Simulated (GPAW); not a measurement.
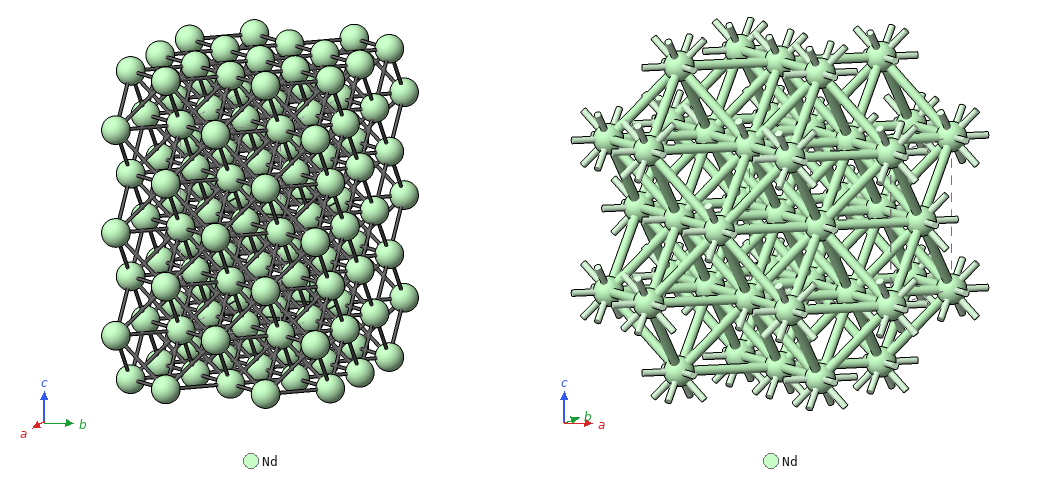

Left: the structure. Right: its underlying net. Nodes are coloured by element. Edges to nodes outside the piece are drawn as stubs.

System Nd (space group Fm-3m, No. 225); source of the atomic positions: a cell listed in the Materials Project, as set up for an electronic-structure calculation.

Bonds are taken as Nd–Nd below 4.1 Å; no other contact counts. The graph is simplified in the usual way: terminal and isolated atoms are pruned, two-connected atoms become edges.

The result is a uninodal 12-connected, three-periodic net: Nd is a 12-connected node. It is the fcu net, known from cubic close packing. It is a single net, without interpenetration.

```tsv
node	links	point symbol	coordination sequence
Nd	12	3²⁴·4³⁶·5⁶	12 42 92 162 252 362
```
